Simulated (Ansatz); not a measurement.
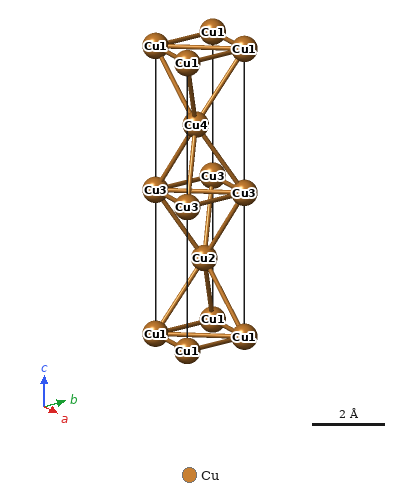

Figure 1. The input geometry (ball-and-stick view of the cell of the calculation, seen slightly off an axis; atoms are numbered from 1 in the order of the input). An atom can appear more than once, as a periodic image.

**Cu: geometry relaxation (part 1 of 2)**

Cu (P6₃/mmc, 4 atoms in the cell), computed with DFT PBEsol, scalar-relativistic, plane waves, PAW, no spin polarisation (Ansatz 0.2.0).

The structure derives from a Materials Project entry. Figures and captions count atoms from 1; the log counts them from 0 in places.

Input
```yaml
crystal:
  lattice:
    - [2.5307640267, 0.0, 0.0]
    - [-1.2653820134, 2.1917059381, 0.0]
    - [0.0, 0.0, 8.26181508]
  atoms:
    - { symbol: Cu, position: [0.0, 0.0, 0.0] }
    - { symbol: Cu, position: [0.33333333, 0.66666667, 0.25] }
    - { symbol: Cu, position: [0.0, 0.0, 0.5] }
    - { symbol: Cu, position: [0.66666667, 0.33333333, 0.75] }
basis:
  ecutwfc: 420
kpoints:
  mp_grid: { grid: [18, 18, 6] }
hamiltonian:
  xc: pbesol
scf:
  occupations: { method: gaussian, width: 0.1 }
output:
  forces: true
  stress: true
  eigenvalues: true
  write_density: true
  write_potential: true
  elf: true
  volumetric_format: npy
relax:
  adjacent_minimum: "off"
  f_tol: 0.005
  max_steps: 80
  cell: { stress_tol: 0.05 }
```

Run on 1 thread of Intel Xeon (Granite Rapids), 192 GiB of memory available, shared host.

Command:
```bash
ansatz run input.yaml --threads 1 --pin off --max-ram 2560MiB --backend cpu --events-out ev --progress --plain --runs-dir out
```

The program's output
```
Engine: ansatz 0.2.0, x86_64-unknown-linux-gnu
Pseudopotentials: kind: paw
Pseudopotential: Cu, paw, valence charge 19, recommended cutoff 420 eV (normal), Cu.paw.azcp
Functional definition: PBEsol
  exchange = pbesol_x
  correlation = pbesol_c
Crystal: 4 atoms, lattice volume = 45.826 Å³
Basis set: ecut = 420 eV, 909 PW (Γ), exchange–correlation on 36×36×120 points (8 copies of the dense FFT grid, shifted against one another)
Bands: 46, of which v1, the nominal top of the filled ones, is band 38 counted from 1 (37 counted from 0)
Symmetry: 24 space group operations
Space group: P63/mmc (ITA 194), of the structure as read, at distance tolerance 3.6e-5 Å
k-points: 148 of 1944
Non-local potential: Cu, projectors of the file, l = 0: 3, l = 1: 2, l = 2: 3, l = 3: 1
PAW form: soft (Blöchl's): semilocal exchange-correlation on the pseudo side does not see the compensation charge
PAW frozen core: Cu, regenerated for the run's functional, and the local potential with it (the file was generated under x = pbe(κ = 0.804, μ = 0.2195149727645171), c = pbe(β = 0.06672455060314922))
PAW one-centre angular grid: Cu, 590 points (default); XC on 64 Gauss nodes
Initial density: superposition of atomic densities (neutral atoms: chi_scale 0, normalization atom), corrected by the library's trained network
Initial wavefunctions: pseudopotential atomic-orbital guess
Functional: x = pbesol(κ = 0.804, μ = 0.12345679012345678), c = pbesol(β = 0.046)
SCF iter   1: F=—  HF=-26355.095675 eV  |F-HF|=—  |Δ(HF+E_count)|=         —  Δρ=2.12e-2  dr2=1.07e-1  ethr=1.77e-3  ⟨swp⟩=5.1  Hψ=21247  notcnv=0  defer=179
preconditioner: auto → Kerker (q_TF=auto, 2.968 Å⁻¹)  [metal: Δε(μ)=0.004 eV  Ē_g=10.964 eV  σ=0.100 eV  W_gap=0.02  n_scr=24 (ndim 8)  ℏωp=36.4 eV  f_vac=0.000  D(μ)=1.49/eV (n_scr^D=6)]
SCF iter   2: F=—  HF=-26355.072604 eV  |F-HF|=—  |Δ(HF+E_count)|=   2.31e-2  Δρ=2.33e-3  dr2=1.68e-3  ethr=1.41e-4  ⟨swp⟩=2.0  Hψ=11590  notcnv=0  defer=384
SCF iter   3: F=—  HF=-26355.071610 eV  |F-HF|=—  |Δ(HF+E_count)|=   9.94e-4  Δρ=2.39e-3  dr2=1.75e-3  ethr=2.21e-6  ⟨swp⟩=2.5  Hψ=11584  notcnv=0  defer=384
SCF iter   4: F=—  HF=-26355.070982 eV  |F-HF|=—  |Δ(HF+E_count)|=   6.28e-4  Δρ=2.63e-4  dr2=1.89e-5  ethr=2.21e-6  ⟨swp⟩=2.3  Hψ=8952  notcnv=0  defer=384
SCF iter   5: F=—  HF=-26355.071053 eV  |F-HF|=—  |Δ(HF+E_count)|=   7.12e-5  Δρ=7.70e-5  dr2=3.67e-6  ethr=2.49e-8  ⟨swp⟩=2.0  Hψ=12061  notcnv=0  defer=384
SCF iter   6: F=—  HF=-26355.071052 eV  |F-HF|=—  |Δ(HF+E_count)|=   6.70e-7  Δρ=1.83e-5  dr2=4.66e-7  ethr=4.82e-9  ⟨swp⟩=2.3  Hψ=8989  notcnv=0  defer=384
SCF iter   7: F=-26355.071052 eV  HF=-26355.071052 eV  |F-HF|=5.45e-8  |Δ(HF+E_count)|=   1.23e-7  Δρ=1.21e-5  dr2=3.43e-8  ethr=1.32e-10  ⟨swp⟩=11.1  Hψ=46374  notcnv=0
SCF 1 converged in 7 iterations: F = -26355.071052 eV  dr2 = 3.43e-8
  greatest PAW one-centre occupation: 1.000 electrons in one spin orbital (limit 2), on the Cu atom at site 2 (counted from 0), in its partial waves of l = 0
relax step   1: F+E_penalty+E_count = -26355.07105209 eV  Δ(F+E_penalty+E_count) = +0.000e0 eV  max|allowed force component| = 9.830e-18 eV/Å  Δτ_max = 0.0000 Å  P = -1.934 GPa  Ω = 45.826 Å³  (7 SCF iters, dr2 threshold 1.00e-7 eV, accepted)
Crystal: 4 atoms, lattice volume = 45.550 Å³
Initial density: handed on by an earlier stage of this run
Initial wavefunctions: those handed on with the density
iter 1 solved again at ethr=2.39e-6 eV; its pass at ethr=3.10e-3 eV (dr2=1.82e-3 eV) is discarded
SCF iter   1: F=—  HF=-26355.074136 eV  |F-HF|=—  |Δ(HF+E_count)|=         —  Δρ=2.43e-3  dr2=1.71e-3  ethr=2.39e-6  ⟨swp⟩=2.2  Hψ=26008  notcnv=0
preconditioner: auto → Kerker (q_TF=auto, 2.971 Å⁻¹)  [metal: Δε(μ)=0.022 eV  Ē_g=11.099 eV  σ=0.100 eV  W_gap=0.12  n_scr=12 (ndim 8)  ℏωp=36.5 eV  f_vac=0.000  D(μ)=1.46/eV (n_scr^D=6)]
SCF iter   2: F=—  HF=-26355.073822 eV  |F-HF|=—  |Δ(HF+E_count)|=   3.14e-4  Δρ=5.61e-4  dr2=1.24e-4  ethr=2.25e-6  ⟨swp⟩=2.5  Hψ=9716  notcnv=0
SCF iter   3: F=—  HF=-26355.073778 eV  |F-HF|=—  |Δ(HF+E_count)|=   4.44e-5  Δρ=3.53e-4  dr2=4.91e-5  ethr=1.63e-7  ⟨swp⟩=2.3  Hψ=9934  notcnv=0
SCF iter   4: F=—  HF=-26355.073770 eV  |F-HF|=—  |Δ(HF+E_count)|=   7.83e-6  Δρ=8.59e-5  dr2=1.21e-6  ethr=6.45e-8  ⟨swp⟩=2.0  Hψ=8967  notcnv=0
iter 5 did not close the SCF: its close was put off for the readings that it lacked (scf_convergence_deferred on its scf_iter line)
SCF iter   5: F=-26355.073773 eV  HF=-26355.073773 eV  |F-HF|=2.48e-8  |Δ(HF+E_count)|=   2.70e-6  Δρ=1.57e-5  dr2=9.91e-8  ethr=1.59e-9  ⟨swp⟩=2.0  Hψ=12446  notcnv=0
SCF iter   6: F=-26355.073773 eV  HF=-26355.073773 eV  |F-HF|=1.12e-8  |Δ(HF+E_count)|=   1.63e-9  Δρ=5.81e-6  dr2=9.54e-9  ethr=1.30e-10  ⟨swp⟩=5.1  Hψ=38509  notcnv=0
SCF 2 converged in 6 iterations: F = -26355.073773 eV  dr2 = 9.54e-9
relax step   2: F+E_penalty+E_count = -26355.07377276 eV  Δ(F+E_penalty+E_count) = -2.721e-3 eV  max|allowed force component| = 1.850e-17 eV/Å  Δτ_max = 0.0000 Å  P = -0.974 GPa  Ω = 45.550 Å³  energy of the carried Pulay correction = +2.030e-4 eV  (6 SCF iters, dr2 threshold 4.00e-7 eV, accepted)
Crystal: 4 atoms, lattice volume = 45.273 Å³
iter 1 solved again at ethr=2.42e-6 eV; its pass at ethr=3.10e-3 eV (dr2=1.84e-3 eV) is discarded
SCF iter   1: F=—  HF=-26355.075182 eV  |F-HF|=—  |Δ(HF+E_count)|=         —  Δρ=2.45e-3  dr2=1.73e-3  ethr=2.42e-6  ⟨swp⟩=2.2  Hψ=26072  notcnv=0
preconditioner: auto → Kerker (q_TF=auto, 2.974 Å⁻¹)  [metal: Δε(μ)=0.017 eV  Ē_g=11.153 eV  σ=0.100 eV  W_gap=0.09  n_scr=12 (ndim 8)  ℏωp=36.6 eV  f_vac=0.000  D(μ)=1.46/eV (n_scr^D=6)]
SCF iter   2: F=—  HF=-26355.074863 eV  |F-HF|=—  |Δ(HF+E_count)|=   3.19e-4  Δρ=5.70e-4  dr2=1.27e-4  ethr=2.28e-6  ⟨swp⟩=2.5  Hψ=9703  notcnv=0
SCF iter   3: F=—  HF=-26355.074817 eV  |F-HF|=—  |Δ(HF+E_count)|=   4.64e-5  Δρ=3.59e-4  dr2=5.02e-5  ethr=1.67e-7  ⟨swp⟩=2.3  Hψ=9947  notcnv=0
SCF iter   4: F=—  HF=-26355.074809 eV  |F-HF|=—  |Δ(HF+E_count)|=   7.91e-6  Δρ=8.78e-5  dr2=1.26e-6  ethr=6.60e-8  ⟨swp⟩=2.0  Hψ=8971  notcnv=0
iter 5 did not close the SCF: its close was put off for the readings that it lacked (scf_convergence_deferred on its scf_iter line)
SCF iter   5: F=-26355.074812 eV  HF=-26355.074812 eV  |F-HF|=2.40e-8  |Δ(HF+E_count)|=   2.79e-6  Δρ=1.60e-5  dr2=1.01e-7  ethr=1.66e-9  ⟨swp⟩=2.0  Hψ=12446  notcnv=0
SCF iter   6: F=-26355.074812 eV  HF=-26355.074812 eV  |F-HF|=1.30e-8  |Δ(HF+E_count)|=   1.28e-9  Δρ=6.16e-6  dr2=1.09e-8  ethr=1.33e-10  ⟨swp⟩=5.2  Hψ=38889  notcnv=0
SCF 3 converged in 6 iterations: F = -26355.074812 eV  dr2 = 1.09e-8
relax step   3: F+E_penalty+E_count = -26355.07481160 eV  Δ(F+E_penalty+E_count) = -1.039e-3 eV  max|allowed force component| = 8.674e-18 eV/Å  Δτ_max = 0.0000 Å  P = +0.026 GPa  Ω = 45.273 Å³  energy of the carried Pulay correction = +4.081e-4 eV  (6 SCF iters, dr2 threshold 4.00e-7 eV, accepted)
Initial wavefunctions: pseudopotential atomic-orbital guess (no wavefunctions were taken with the density)
iter 1 solved again at ethr=1.26e-9 eV; its pass at ethr=3.10e-3 eV (dr2=9.57e-7 eV) is discarded
SCF iter   1: F=—  HF=-26355.074369 eV  |F-HF|=—  |Δ(HF+E_count)|=         —  Δρ=3.24e-5  dr2=6.86e-8  ethr=1.26e-9  ⟨swp⟩=4.2  Hψ=44365  notcnv=0
preconditioner: auto → Kerker (q_TF=auto, 2.974 Å⁻¹)  [metal: Δε(μ)=0.023 eV  Ē_g=11.165 eV  σ=0.100 eV  W_gap=0.13  n_scr=12 (ndim 8)  ℏωp=36.6 eV  f_vac=0.000  D(μ)=1.46/eV (n_scr^D=6)]
SCF iter   2: F=—  HF=-26355.074375 eV  |F-HF|=—  |Δ(HF+E_count)|=   5.78e-6  Δρ=2.54e-5  dr2=1.64e-7  ethr=9.03e-11  ⟨swp⟩=2.0  Hψ=12450  notcnv=0
SCF iter   3: F=—  HF=-26355.074375 eV  |F-HF|=—  |Δ(HF+E_count)|=   1.19e-8  Δρ=1.02e-5  dr2=2.77e-8  ethr=9.03e-11  ⟨swp⟩=1.0  Hψ=6817  notcnv=0
SCF iter   4: F=—  HF=-26355.074375 eV  |F-HF|=—  |Δ(HF+E_count)|=   1.11e-8  Δρ=1.04e-6  dr2=3.21e-10  ethr=3.64e-11  ⟨swp⟩=2.0  Hψ=9936  notcnv=0
SCF iter   5: F=—  HF=-26355.074375 eV  |F-HF|=—  |Δ(HF+E_count)|=   1.00e-9  Δρ=4.32e-7  dr2=6.41e-11  ethr=1.00e-12  ⟨swp⟩=2.0  Hψ=11820  notcnv=0
SCF iter   6: F=-26355.074375 eV  HF=-26355.074375 eV  |F-HF|=4.00e-11  |Δ(HF+E_count)|=  7.28e-12  Δρ=2.97e-7  dr2=2.56e-11  ethr=1.00e-12  ⟨swp⟩=5.2  Hψ=29433  notcnv=0
SCF 4 converged in 6 iterations: F = -26355.074375 eV  dr2 = 2.56e-11
relax step   4: F+E_penalty+E_count = -26355.07437520 eV  Δ(F+E_penalty+E_count) = +4.364e-4 eV  max|allowed force component| = 9.252e-18 eV/Å  Δτ_max = 0.0000 Å  P = +0.038 GPa  Ω = 45.273 Å³  stress off target by 5.61e-2 GPa  SCF on the basis re-selected at this cell (its energy is not comparable with the rows above)  (6 SCF iters)
basis re-selected at this cell: Δ(F+E_penalty+E_count) = +4.364e-4 eV, ΔP = +0.012 GPa vs the last step (what re-selecting the basis moved, of the pressure what is left beyond the Pulay correction that the steps carried, after the strain that the cell walked since its last selection, with what the two solves' SCF thresholds leave and, on support functions, any second-order correction that the steps lacked; it is no measure of the basis error at this ecutwfc). This SCF's stress stands 5.61e-2 GPa from its target on what of the cell is left free (relax.cell.stress_tol is 5.00e-2 GPa) and its largest allowed force component is 9.25e-18 eV/Å (relax.f_tol is 5.00e-3 eV/Å): not within both, so this SCF does not close the relaxation
Crystal: 4 atoms, lattice volume = 45.283 Å³
iter 1 solved again at ethr=3.28e-9 eV; its pass at ethr=3.10e-3 eV (dr2=2.49e-6 eV) is discarded
SCF iter   1: F=—  HF=-26355.074364 eV  |F-HF|=—  |Δ(HF+E_count)|=         —  Δρ=9.02e-5  dr2=2.33e-6  ethr=3.28e-9  ⟨swp⟩=2.2  Hψ=26355  notcnv=0
preconditioner: auto → Kerker (q_TF=auto, 2.974 Å⁻¹)  [metal: Δε(μ)=0.023 eV  Ē_g=11.164 eV  σ=0.100 eV  W_gap=0.13  n_scr=12 (ndim 8)  ℏωp=36.6 eV  f_vac=0.000  D(μ)=1.46/eV (n_scr^D=6)]
SCF iter   2: F=—  HF=-26355.074369 eV  |F-HF|=—  |Δ(HF+E_count)|=   5.62e-6  Δρ=2.09e-5  dr2=1.64e-7  ethr=3.06e-9  ⟨swp⟩=2.3  Hψ=9339  notcnv=0
SCF iter   3: F=—  HF=-26355.074369 eV  |F-HF|=—  |Δ(HF+E_count)|=   7.49e-8  Δρ=1.42e-5  dr2=7.61e-8  ethr=2.16e-10  ⟨swp⟩=2.3  Hψ=10346  notcnv=0
iter 4 did not close the SCF: its close was put off for the readings that it lacked (scf_convergence_deferred on its scf_iter line)
SCF iter   4: F=-26355.074369 eV  HF=-26355.074369 eV  |F-HF|=2.83e-9  |Δ(HF+E_count)|=   1.21e-8  Δρ=3.40e-6  dr2=1.83e-9  ethr=1.00e-10  ⟨swp⟩=2.0  Hψ=8885  notcnv=0
iter 5 did not close the SCF: its close was put off for the readings that it lacked (scf_convergence_deferred on its scf_iter line)
SCF iter   5: F=-26355.074369 eV  HF=-26355.074369 eV  |F-HF|=1.46e-10  |Δ(HF+E_count)|=   3.98e-9  Δρ=8.79e-7  dr2=2.57e-10  ethr=2.41e-12  ⟨swp⟩=2.0  Hψ=12449  notcnv=0
SCF iter   6: F=-26355.074369 eV  HF=-26355.074369 eV  |F-HF|=2.91e-11  |Δ(HF+E_count)|=  1.46e-11  Δρ=2.78e-7  dr2=2.31e-11  ethr=1.00e-12  ⟨swp⟩=4.0  Hψ=31202  notcnv=0
SCF 5 converged in 6 iterations: F = -26355.074369 eV  dr2 = 2.31e-11
relax step   5: F+E_penalty+E_count = -26355.07436907 eV  Δ(F+E_penalty+E_count) = +6.128e-6 eV  max|allowed force component| = 3.469e-18 eV/Å  Δτ_max = 0.0000 Å  P = +0.000 GPa  Ω = 45.283 Å³  energy of the carried Pulay correction = -7.712e-6 eV  (6 SCF iters, accepted)
iter 1 solved again at ethr=1.02e-9 eV; its pass at ethr=3.10e-3 eV (dr2=7.77e-7 eV) is discarded
SCF iter   1: F=—  HF=-26355.074374 eV  |F-HF|=—  |Δ(HF+E_count)|=         —  Δρ=8.15e-7  dr2=6.56e-11  ethr=1.02e-9  ⟨swp⟩=4.2  Hψ=45244  notcnv=0
preconditioner: auto → Kerker (q_TF=auto, 2.974 Å⁻¹)  [metal: Δε(μ)=0.023 eV  Ē_g=11.163 eV  σ=0.100 eV  W_gap=0.13  n_scr=12 (ndim 8)  ℏωp=36.6 eV  f_vac=0.000  D(μ)=1.46/eV (n_scr^D=6)]
SCF iter   2: F=—  HF=-26355.074379 eV  |F-HF|=—  |Δ(HF+E_count)|=   5.07e-6  Δρ=5.05e-7  dr2=5.03e-11  ethr=1.00e-12  ⟨swp⟩=2.1  Hψ=12464  notcnv=0
iter 3 did not close the SCF: its close was put off for the readings that it lacked (scf_convergence_deferred on its scf_iter line)
SCF iter   3: F=-26355.074379 eV  HF=-26355.074379 eV  |F-HF|=1.46e-11  |Δ(HF+E_count)|=  7.28e-12  Δρ=1.72e-7  dr2=9.31e-12  ethr=1.00e-12  ⟨swp⟩=1.0  Hψ=6808  notcnv=0
iter 4 did not close the SCF: its close was put off for the readings that it lacked (scf_convergence_deferred on its scf_iter line)
SCF iter   4: F=-26355.074379 eV  HF=-26355.074379 eV  |F-HF|=3.64e-12  |Δ(HF+E_count)|=    0.00e0  Δρ=1.06e-7  dr2=2.32e-12  ethr=1.00e-12  ⟨swp⟩=1.0  Hψ=6808  notcnv=0
iter 5 did not close the SCF: its close was put off for the readings that it lacked (scf_convergence_deferred on its scf_iter line)
SCF iter   5: F=-26355.074379 eV  HF=-26355.074379 eV  |F-HF|=7.28e-12  |Δ(HF+E_count)|=    0.00e0  Δρ=2.37e-8  dr2=1.25e-13  ethr=1.00e-12  ⟨swp⟩=1.0  Hψ=6808  notcnv=0
iter 6 did not close the SCF: its close was put off for the readings that it lacked (scf_convergence_deferred on its scf_iter line)
SCF iter   6: F=-26355.074379 eV  HF=-26355.074379 eV  |F-HF|=7.28e-12  |Δ(HF+E_count)|=  3.64e-12  Δρ=1.26e-8  dr2=3.16e-14  ethr=1.00e-12  ⟨swp⟩=1.0  Hψ=6808  notcnv=0
SCF iter   7: F=-26355.074379 eV  HF=-26355.074379 eV  |F-HF|=7.28e-12  |Δ(HF+E_count)|=  3.64e-12  Δρ=3.34e-9  dr2=3.65e-15  ethr=1.00e-12  ⟨swp⟩=2.9  Hψ=21490  notcnv=0
SCF 6 converged in 7 iterations: F = -26355.074379 eV  dr2 = 3.65e-15
relax step   6: F+E_penalty+E_count = -26355.07437897 eV  Δ(F+E_penalty+E_count) = -9.906e-6 eV  max|allowed force component| = 6.361e-18 eV/Å  Δτ_max = 0.0000 Å  P = -0.000 GPa  Ω = 45.283 Å³  stress off target by 8.80e-4 GPa  SCF on the basis re-selected at this cell (its energy is not comparable with the rows above)  (7 SCF iters)
```
